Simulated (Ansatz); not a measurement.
**Single-point calculation, with input and output: WS$_{2}$**

- system: WS$_{2}$ (6 atoms in the cell)
- method: DFT, PBE, dispersion d3bj, plane waves, PAW, no spin polarisation (Ansatz 0.2.0)

The structure derives from a Materials Project entry. Some settings of this run were made unusual or wrong on purpose.

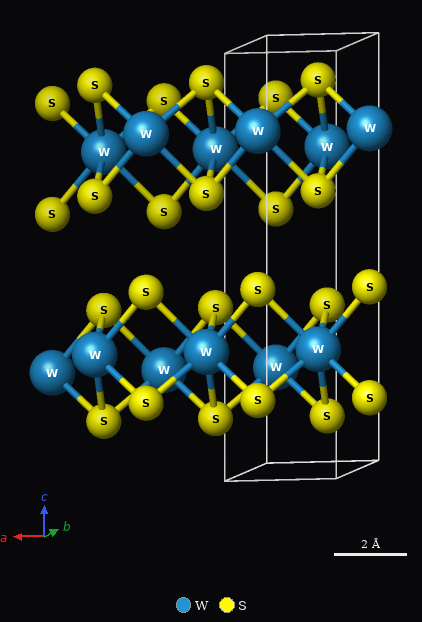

Fig. 1: The structure (ball-and-stick view of the cell of the calculation, repeated 3 × 2 × 1, seen at an oblique angle). Near neighbours in the crystal (not all of them lie inside the picture): W has 6 S at 2.41 Å; S has 3 W at 2.41 Å.

## Input file
```yaml
crystal:
  lattice:
    - [3.154089167, 0.0, 0.0]
    - [-1.5770445835, 2.7315213444, 0.0]
    - [0.0, 0.0, 12.1448340132]
  atoms:
    - { symbol: W, position: [0.3333333333, 0.6666666667, 0.7500091452] }
    - { symbol: W, position: [0.6666666667, 0.3333333333, 0.2499908548] }
    - { symbol: S, position: [0.3333333333, 0.6666666667, 0.1203362148] }
    - { symbol: S, position: [0.6666666667, 0.3333333333, 0.6203481918] }
    - { symbol: S, position: [0.3333333333, 0.6666666667, 0.3796518082] }
    - { symbol: S, position: [0.6666666667, 0.3333333333, 0.8796637852] }
basis:
  ecutwfc: 420
kpoints:
  mp_grid: { grid: [12, 12, 2] }
hamiltonian:
  xc: pbe
  dispersion: d3bj
scf:
  occupations: { method: gaussian, width: 0.02 }
  mixing: { algorithm: anderson, beta: 0.005, ndim: 1 }
  max_iter: 80
output:
  forces: true
  eigenvalues: true
  stress: true
```

Machine: 4 threads of Arm Neoverse N1, 54 GiB of memory available, shared host.

Launch command:
```bash
ansatz run input.yaml --threads 4 --pin off --max-ram 6144MiB --backend cpu --events-out ev --progress --plain --runs-dir out
```

## Log
```
Warning: the atoms were moved onto the symmetric positions of the space group found under crystal.symmetry.tolerance 1.0e-5 (fractional; no operation is sought that the atoms, as they stand in a round, miss by more than twice it, and no atom is moved by as much as it), and the run uses the moved positions. Before a round's move an operation carried an atom to 2.22e-4 Å from where it should land, the largest such distance. Atom 0 (counting from 0) moved farthest, by 1.11e-4 Å; the longest move in fractions of the cell, of whichever atom, is 0.91 of the tolerance, in 1 round. To run the atoms as typed, lower crystal.symmetry.tolerance until the operations that they miss are no longer found, or set crystal.symmetry.detect: false (a key that needs symmetry detection or time reversal refuses this as the deck is read). The positions used, in the order of the run's atom list: position: [0.3333333333333333, 0.6666666666666666, 0.75]; position: [0.6666666666666666, 0.3333333333333333, 0.25]; position: [0.3333333333333333, 0.6666666666666666, 0.12034220329999999]; position: [0.6666666666666666, 0.3333333333333333, 0.6203422033]; position: [0.3333333333333333, 0.6666666666666666, 0.3796577967]; position: [0.6666666666666666, 0.3333333333333333, 0.8796577967]; The lattice was moved too: crystal.lattice keeps the space group found at crystal.symmetry.tolerance 1.0e-5 only nearly: the operation that it misses by the most changes a squared length by the fraction 1.48e-11. The run uses the lattice that is a stretch of the typed one, with no rotation, onto the one that keeps every operation to a double's rounding (on a very oblique basis the stretch itself rounds by more); the deck's lattice vector that moved farthest moved by 1.35e-11 Å. To run the lattice as typed, set crystal.symmetry.detect: false, as for the atoms. crystal.lattice made exact, in Å and degrees: [[3.1540891669865485, 0.0, 0.0], [-1.5770445834932743, 2.7315213444116493, 0.0], [0.0, 0.0, 12.1448340132]]. Pasted over the deck's crystal.lattice, beside positions in fractional coordinates, it runs the same cell (given as lengths and angles, that cell in the form's own orientation, a rigid turn of the misfit's size from the one run here, for which a checkpoint.post_process_only pass over this run's state can be refused: where this run relaxes nothing, give such a pass this deck's own crystal.lattice, as typed; behind a relaxation, as crystal.lattice, the state's own cell, identity.cell in its checkpoint.json), and a matrix so pasted ends this notice, except on a very skew basis of the lattice, where the rounding of the pasted numbers themselves can read as a misfit: the cell is then moved again, and that move is told again. The lattice as run is in this notice's lattice.as_run_ang field (Run.prep()["deck_notices"] in Python, the deck_notice line of an events file, deck_notices of ansatz run --dry-run=json, or deck_notices in record.json in the deck's checkpoint.write directory).
Engine: ansatz 0.2.0, aarch64-unknown-linux-gnu
Pseudopotentials: kind: paw
Pseudopotential: W, paw, valence charge 14, recommended cutoff 420 eV (normal), W.paw.azcp
Pseudopotential: S, paw, valence charge 6, recommended cutoff 420 eV (normal), S.paw.azcp
Functional definition: PBE
  parameter kappa = 0.804
  parameter beta = 0.06672455060314922
  exchange = pbe_x(kappa = kappa, mu = beta*pi^2/3)
  correlation = pbe_c(beta = beta)
Crystal: 6 atoms, lattice volume = 104.633 Å³
Basis set: ecut = 420 eV, 2033 PW (Γ), exchange–correlation on 48×48×180 points (8 copies of the dense FFT grid, shifted against one another)
Bands: 32, of which v1, the nominal top of the filled ones, is band 26 counted from 1 (25 counted from 0)
Symmetry: 24 space group operations
Space group: P63/mmc (ITA 194), of the structure as read, at distance tolerance 4.7e-5 Å
k-points: 38 of 288
Non-local potential: W, projectors of the file, l = 0: 3, l = 1: 2, l = 2: 2, l = 3: 1
Non-local potential: S, projectors of the file, l = 0: 2, l = 1: 2, l = 2: 2
PAW form: soft (Blöchl's): semilocal exchange-correlation on the pseudo side does not see the compensation charge
PAW one-centre angular grid: W, 590 points (default); XC on 64 Gauss nodes
PAW one-centre angular grid: S, 110 points (default); XC on 64 Gauss nodes
Initial density: superposition of atomic densities (neutral atoms: chi_scale 0, normalization atom), corrected by the library's trained network
Initial wavefunctions: pseudopotential atomic-orbital guess
Functional: x = pbe(κ = 0.804, μ = 0.2195149727645171), c = pbe(β = 0.06672455060314922)
SCF iter   1: F=—  HF=-24385.309791 eV  |F-HF|=—  |Δ(HF+E_count)|=         —  Δρ=5.14e-3  dr2=1.04e-2  ethr=1.77e-3  ⟨swp⟩=6.5  Hψ=5740  notcnv=0
preconditioner: auto → Resta (q_TF=auto, 2.428 Å⁻¹)  ε∞=7.6  [insulator: Δε(μ)=0.891 eV  Ē_g=8.454 eV  σ=0.020 eV  W_gap=1.00  n_scr=26 (ndim 1)  ℏωp=21.8 eV  f_vac=0.012  D(μ)=0.00/eV (n_scr^D=0)  ε∞_Penn≈7.6]
SCF iter   2: F=—  HF=-24385.309954 eV  |F-HF|=—  |Δ(HF+E_count)|=   1.63e-4  Δρ=5.13e-3  dr2=1.07e-2  ethr=2.00e-5  ⟨swp⟩=2.2  Hψ=1987  notcnv=0  defer=11
SCF iter   3: F=—  HF=-24385.309997 eV  |F-HF|=—  |Δ(HF+E_count)|=   4.31e-5  Δρ=5.10e-3  dr2=1.05e-2  ethr=2.00e-5  ⟨swp⟩=1.0  Hψ=1161  notcnv=0  defer=11
SCF iter   4: F=—  HF=-24385.310031 eV  |F-HF|=—  |Δ(HF+E_count)|=   3.35e-5  Δρ=5.08e-3  dr2=1.04e-2  ethr=2.00e-5  ⟨swp⟩=1.0  Hψ=1161  notcnv=0  defer=11
SCF iter   5: F=—  HF=-24385.310064 eV  |F-HF|=—  |Δ(HF+E_count)|=   3.29e-5  Δρ=5.05e-3  dr2=1.03e-2  ethr=2.00e-5  ⟨swp⟩=1.0  Hψ=1161  notcnv=0  defer=11
SCF iter   6: F=—  HF=-24385.310096 eV  |F-HF|=—  |Δ(HF+E_count)|=   3.28e-5  Δρ=5.03e-3  dr2=1.01e-2  ethr=1.97e-5  ⟨swp⟩=1.0  Hψ=1161  notcnv=0  defer=11
SCF iter   7: F=—  HF=-24385.310132 eV  |F-HF|=—  |Δ(HF+E_count)|=   3.52e-5  Δρ=5.01e-3  dr2=9.98e-3  ethr=1.95e-5  ⟨swp⟩=1.0  Hψ=1161  notcnv=0  defer=11
SCF iter   8: F=—  HF=-24385.310166 eV  |F-HF|=—  |Δ(HF+E_count)|=   3.44e-5  Δρ=4.98e-3  dr2=9.85e-3  ethr=1.92e-5  ⟨swp⟩=1.0  Hψ=1161  notcnv=0  defer=11
SCF iter   9: F=—  HF=-24385.310200 eV  |F-HF|=—  |Δ(HF+E_count)|=   3.40e-5  Δρ=4.96e-3  dr2=9.72e-3  ethr=1.89e-5  ⟨swp⟩=1.0  Hψ=1161  notcnv=0  defer=11
SCF iter  10: F=—  HF=-24385.310236 eV  |F-HF|=—  |Δ(HF+E_count)|=   3.57e-5  Δρ=4.94e-3  dr2=9.59e-3  ethr=1.87e-5  ⟨swp⟩=1.0  Hψ=1161  notcnv=0  defer=11
SCF iter  11: F=—  HF=-24385.310271 eV  |F-HF|=—  |Δ(HF+E_count)|=   3.55e-5  Δρ=4.91e-3  dr2=9.47e-3  ethr=1.84e-5  ⟨swp⟩=1.0  Hψ=1161  notcnv=0  defer=11
SCF iter  12: F=—  HF=-24385.310307 eV  |F-HF|=—  |Δ(HF+E_count)|=   3.62e-5  Δρ=4.89e-3  dr2=9.35e-3  ethr=1.82e-5  ⟨swp⟩=1.0  Hψ=1161  notcnv=0  defer=11
SCF iter  13: F=—  HF=-24385.310344 eV  |F-HF|=—  |Δ(HF+E_count)|=   3.66e-5  Δρ=4.87e-3  dr2=9.22e-3  ethr=1.80e-5  ⟨swp⟩=1.0  Hψ=1161  notcnv=0  defer=11
SCF iter  14: F=—  HF=-24385.310382 eV  |F-HF|=—  |Δ(HF+E_count)|=   3.75e-5  Δρ=4.85e-3  dr2=9.11e-3  ethr=1.77e-5  ⟨swp⟩=1.0  Hψ=1161  notcnv=0  defer=11
SCF iter  15: F=—  HF=-24385.310417 eV  |F-HF|=—  |Δ(HF+E_count)|=   3.56e-5  Δρ=4.82e-3  dr2=8.99e-3  ethr=1.75e-5  ⟨swp⟩=1.0  Hψ=1161  notcnv=0  defer=11
SCF iter  16: F=—  HF=-24385.310454 eV  |F-HF|=—  |Δ(HF+E_count)|=   3.72e-5  Δρ=4.80e-3  dr2=8.87e-3  ethr=1.73e-5  ⟨swp⟩=1.0  Hψ=1161  notcnv=0  defer=11
SCF iter  17: F=—  HF=-24385.310492 eV  |F-HF|=—  |Δ(HF+E_count)|=   3.81e-5  Δρ=4.78e-3  dr2=8.76e-3  ethr=1.71e-5  ⟨swp⟩=1.0  Hψ=1161  notcnv=0  defer=11
SCF iter  18: F=—  HF=-24385.310530 eV  |F-HF|=—  |Δ(HF+E_count)|=   3.73e-5  Δρ=4.76e-3  dr2=8.65e-3  ethr=1.68e-5  ⟨swp⟩=1.0  Hψ=1161  notcnv=0  defer=11
SCF iter  19: F=—  HF=-24385.310569 eV  |F-HF|=—  |Δ(HF+E_count)|=   3.92e-5  Δρ=4.73e-3  dr2=8.54e-3  ethr=1.66e-5  ⟨swp⟩=1.0  Hψ=1161  notcnv=0  defer=11
SCF iter  20: F=—  HF=-24385.310607 eV  |F-HF|=—  |Δ(HF+E_count)|=   3.78e-5  Δρ=4.71e-3  dr2=8.43e-3  ethr=1.64e-5  ⟨swp⟩=1.0  Hψ=1161  notcnv=0  defer=11
SCF iter  21: F=—  HF=-24385.310645 eV  |F-HF|=—  |Δ(HF+E_count)|=   3.87e-5  Δρ=4.69e-3  dr2=8.33e-3  ethr=1.62e-5  ⟨swp⟩=1.0  Hψ=1161  notcnv=0  defer=11
SCF iter  22: F=—  HF=-24385.310685 eV  |F-HF|=—  |Δ(HF+E_count)|=   4.01e-5  Δρ=4.67e-3  dr2=8.22e-3  ethr=1.60e-5  ⟨swp⟩=1.0  Hψ=1161  notcnv=0  defer=11
SCF iter  23: F=—  HF=-24385.310725 eV  |F-HF|=—  |Δ(HF+E_count)|=   3.98e-5  Δρ=4.65e-3  dr2=8.12e-3  ethr=1.58e-5  ⟨swp⟩=1.0  Hψ=1161  notcnv=0  defer=11
SCF iter  24: F=—  HF=-24385.310765 eV  |F-HF|=—  |Δ(HF+E_count)|=   4.02e-5  Δρ=4.63e-3  dr2=8.02e-3  ethr=1.56e-5  ⟨swp⟩=1.0  Hψ=1161  notcnv=0  defer=11
SCF iter  25: F=—  HF=-24385.310806 eV  |F-HF|=—  |Δ(HF+E_count)|=   4.09e-5  Δρ=4.60e-3  dr2=7.92e-3  ethr=1.54e-5  ⟨swp⟩=1.0  Hψ=1161  notcnv=0  defer=11
SCF iter  26: F=—  HF=-24385.310845 eV  |F-HF|=—  |Δ(HF+E_count)|=   3.91e-5  Δρ=4.58e-3  dr2=7.82e-3  ethr=1.52e-5  ⟨swp⟩=1.0  Hψ=1161  notcnv=0  defer=11
SCF iter  27: F=—  HF=-24385.310886 eV  |F-HF|=—  |Δ(HF+E_count)|=   4.03e-5  Δρ=4.56e-3  dr2=7.73e-3  ethr=1.50e-5  ⟨swp⟩=1.0  Hψ=1161  notcnv=0  defer=11
SCF iter  28: F=—  HF=-24385.310927 eV  |F-HF|=—  |Δ(HF+E_count)|=   4.09e-5  Δρ=4.54e-3  dr2=7.63e-3  ethr=1.49e-5  ⟨swp⟩=1.0  Hψ=1161  notcnv=0  defer=11
SCF iter  29: F=—  HF=-24385.310967 eV  |F-HF|=—  |Δ(HF+E_count)|=   4.08e-5  Δρ=4.52e-3  dr2=7.54e-3  ethr=1.47e-5  ⟨swp⟩=1.0  Hψ=1161  notcnv=0  defer=11
SCF iter  30: F=—  HF=-24385.311010 eV  |F-HF|=—  |Δ(HF+E_count)|=   4.28e-5  Δρ=4.50e-3  dr2=7.45e-3  ethr=1.45e-5  ⟨swp⟩=1.0  Hψ=1161  notcnv=0  defer=11
SCF iter  31: F=—  HF=-24385.311051 eV  |F-HF|=—  |Δ(HF+E_count)|=   4.12e-5  Δρ=4.48e-3  dr2=7.36e-3  ethr=1.43e-5  ⟨swp⟩=1.0  Hψ=1161  notcnv=0  defer=11
SCF iter  32: F=—  HF=-24385.311165 eV  |F-HF|=—  |Δ(HF+E_count)|=   1.14e-4  Δρ=4.46e-3  dr2=7.27e-3  ethr=1.92e-6  ⟨swp⟩=4.1  Hψ=3240  notcnv=0
Mixer restart at iter 32: flushing history
iteration 32: the SCF's residuals had fallen too slowly under its mixing. It goes on by minimising its free energy, and can end on another state than longer mixing would; under `scf.algorithm: density_mixing` no SCF does so, but by `scf.convergence.dm_fallback`
SCF iter  33: F=—  HF=-24385.320396 eV  |F-HF|=—  |Δ(HF+E_count)|=   9.23e-3  Δρ=9.69e-4  dr2=1.38e-3  ethr=1.92e-6  ⟨swp⟩=5.0  Hψ=9201  notcnv=0
SCF iter  34: F=—  HF=-24385.320032 eV  |F-HF|=—  |Δ(HF+E_count)|=   3.64e-4  Δρ=2.78e-4  dr2=3.09e-4  ethr=1.92e-6  ⟨swp⟩=4.4  Hψ=6393  notcnv=0
SCF iter  35: F=—  HF=-24385.319966 eV  |F-HF|=—  |Δ(HF+E_count)|=   6.63e-5  Δρ=1.23e-4  dr2=2.26e-5  ethr=5.94e-7  ⟨swp⟩=4.0  Hψ=4694  notcnv=0
SCF iter  36: F=—  HF=-24385.319959 eV  |F-HF|=—  |Δ(HF+E_count)|=   6.46e-6  Δρ=1.73e-5  dr2=7.10e-7  ethr=4.34e-8  ⟨swp⟩=2.9  Hψ=3484  notcnv=0
SCF iter  37: F=-24385.319959 eV  HF=-24385.319959 eV  |F-HF|=2.29e-8  |Δ(HF+E_count)|=   1.08e-7  Δρ=4.01e-6  dr2=2.57e-8  ethr=1.92e-10  ⟨swp⟩=3.4  Hψ=4982  notcnv=0
SCF iter  38: F=-24385.319959 eV  HF=-24385.319959 eV  |F-HF|=2.30e-8  |Δ(HF+E_count)|=  7.28e-12  Δρ=4.01e-6  dr2=2.58e-8  ethr=4.95e-11  ⟨swp⟩=2.7  Hψ=5074  notcnv=0
SCF 1 converged in 38 iterations: F = -24385.319959 eV  dr2 = 2.58e-8
  greatest PAW one-centre occupation: 1.000 electrons in one spin orbital (limit 2), on the W atom at site 1 (counted from 0), in its partial waves of l = 0
```

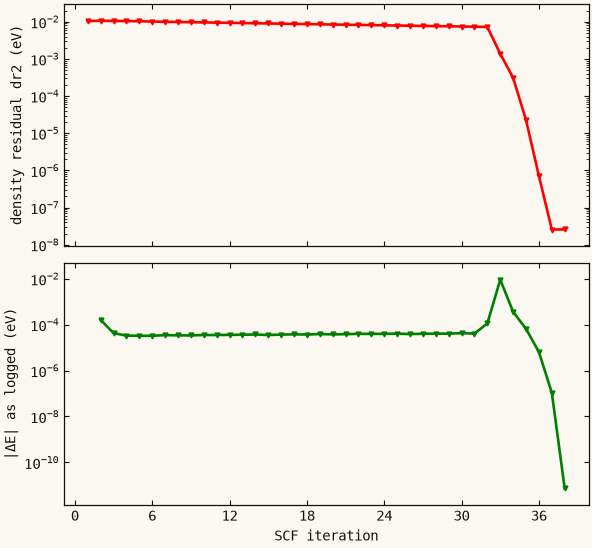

Fig. 2: Convergence of the self-consistent field: density residual dr2 and size of the energy change against the SCF iteration. The residual lingers near 9 × 10⁻³ from about step 1 to 32 before it falls again.

```
SCF converged after 38 iterations
Free energy (F): -24385.319959 eV
Harris-Foulkes:  -24385.319959 eV  (|F-HF|=2.30e-8)
Internal energy: -24385.319959 eV  (E = F + TS)
E sigma→0 (E₀):  -24385.319959 eV
Fermi energy:    12.509572 eV
--- Per-component energies (eV) ---
  E_band       = -357.599184
  E_kinetic    = 1334.638545
  E_local      = -3362.814015  (includes V_loc(G=0)·N_el)
  E_nonlocal   = 114.823126
  E_hartree    = 1328.685261
  E_xc         = -925.244738
  E_vxc        = -831.359090  (∫ρ·V_xc dr)
  E_paw        = -19526.335265  (= ΣΔE_a)
  E_vpaw       = -270.265562  (= ΣTr[D̂ρ^β])
  E_aug_tail   = -0.000123  (compensation charges beyond the density's cutoff)
  E_ewald      = -3346.462275
  E_disp       = -2.610475  (pairwise vdW)
  E_smearing   = -0.000000  (= −TS)
  E_closure    = 0.000000  (closes the sum)
  Σ components = -24385.319959   (vs F -24385.319959, Δ=0.00e0)
--- Forces (eV/Å), atoms counted from 1 ---
  atom   1  W      0.00000000    -0.00000000     0.00000000
  atom   2  W      0.00000000     0.00000000     0.00000000
  atom   3  S      0.00000000    -0.00000000    -0.00165496
  atom   4  S      0.00000000     0.00000000    -0.00165496
  atom   5  S      0.00000000    -0.00000000     0.00165496
  atom   6  S      0.00000000     0.00000000     0.00165496
  max |Σ_I F_I| component: 4.63e-18 eV/Å
--- Stress (GPa, compression-positive) ---
        0.002399       0.000000       0.000000
       -0.000000       0.002399       0.000000
        0.000000       0.000000      -0.005409
  P = ⅓ Tr σ = -0.0002 GPa (-0.002 kbar)
--- Band table (eV; the first three rows and the last of 38) ---
  k-point 0: bands = ["-62.5246", "-62.5246", "-26.8255", "-26.8254", "-26.6434", "-26.6434", "-26.6433", "-26.6433", "-3.6436", "-3.3612", "-2.1348", "-1.6085", "4.3011", "5.5015", "8.0750", "8.5489", "8.5489", "8.5670", "8.5670", "9.7753", "9.7753", "9.8432", "9.8432", "10.6421", "10.7679", "12.0642", "14.3142", "14.3142", "14.3272", "14.3272", "14.3340", "14.3340"]
  k-point 1: bands = ["-62.5246", "-62.5246", "-26.8254", "-26.8254", "-26.6433", "-26.6433", "-26.6433", "-26.6433", "-3.5215", "-3.5215", "-1.8580", "-1.8580", "4.8117", "4.8117", "8.5578", "8.5578", "8.5578", "8.5578", "9.1152", "9.1152", "9.8091", "9.8091", "9.8091", "9.8091", "11.7550", "11.7550", "14.3009", "14.3009", "14.3009", "14.3009", "14.4677", "14.4677"]
  k-point 2: bands = ["-62.5233", "-62.5233", "-26.8209", "-26.8208", "-26.6685", "-26.6685", "-26.6492", "-26.6492", "-3.5252", "-3.2429", "-2.0825", "-1.5715", "4.4435", "5.6430", "7.9057", "8.2363", "8.2665", "8.6608", "8.6867", "9.3406", "9.5856", "9.6597", "9.8389", "10.7681", "10.7853", "11.8167", "14.1946", "14.2162", "14.2174", "14.2819", "14.3085", "14.4724"]
  k-point 37: bands = ["-62.5031", "-62.5031", "-26.9164", "-26.9164", "-26.8807", "-26.8807", "-26.7484", "-26.7484", "-0.9575", "-0.9575", "-0.8942", "-0.8942", "5.5022", "5.5022", "5.9025", "5.9025", "6.8206", "6.8206", "7.1971", "7.1971", "8.2768", "8.2768", "8.8928", "8.8928", "11.3560", "11.3560", "13.3234", "13.3234", "14.5650", "14.5650", "15.4265", "15.4265"]
```

## Outcome

| quantity | value |
| --- | --- |
| outcome | converged |
| space group (tolerance 0.01 Å) | P6₃/mmc (194) |
| electrons treated | 52 |
| free energy | −24385.3200 eV |
| Fermi energy | 12.510 eV |
| gap on the k-point mesh | 0.89 eV |
| pressure | 0.00 GPa |
| largest force (length of the vector) | 0.002 eV/Å |
| wall time | 25 s (CPU time 94 s) |
| peak memory | 0.61 GiB |

## Notes

This input holds a deliberate fault: mixing far too weak (`scf.mixing`). It did no harm here: the run converged to the energy of the sound run within 1 meV per atom. Warnings of the run: the structure was made exactly symmetric.
